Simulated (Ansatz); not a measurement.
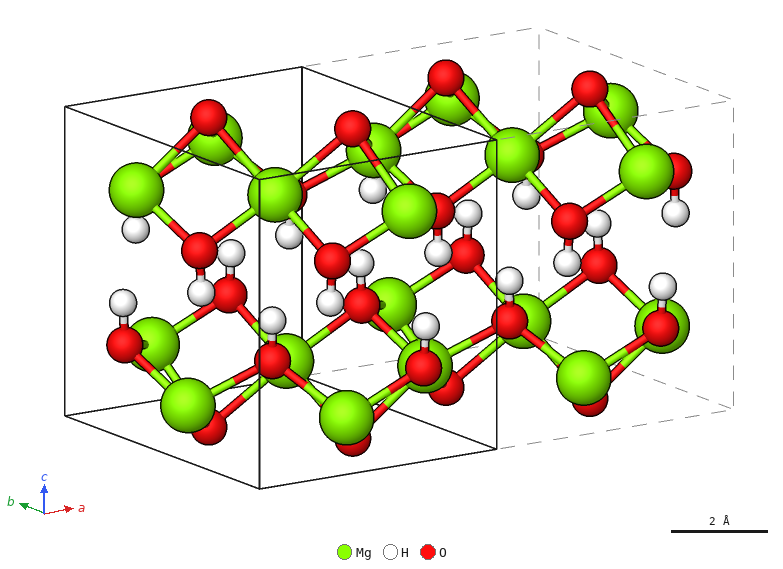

The crystal in a ball-and-stick representation, seen from a general direction. A block of 2×1×1 cells is shown, with one conventional unit cell in solid outline.

What structure is drawn here?

The formula is Mg3H3O4. It is primitive hexagonal, space group P-31m (No. 162). Cell content 6 Mg, 6 H, 8 O; Z = 2. The neighbours of Mg are five O at about 1.9 to 2.2 Å. Each H is bonded to one O at about 1.0 Å. O takes two kinds of site: 6k with three Mg and one H in a distorted tetrahedral arrangement (about 1.9 to 2.0 Å to Mg, 1.0 Å to H); 2c with six Mg in a distorted octahedral arrangement at about 2.2 Å. The bonds build Mg3H3O4 layers parallel to (001).

Provenance: an entry, possibly a prediction, of the Crystallography Open Database. The cell was then strained or its atoms displaced on purpose. The atoms were relaxed in a fixed cell with DFT PBEsol, scalar-relativistic, plane waves, PAW in Ansatz 0.2.0.

At this level of theory the cell isn't at rest (compressed, at 13 GPa), so its distances can differ from those at equilibrium, the more so the softer the solid.
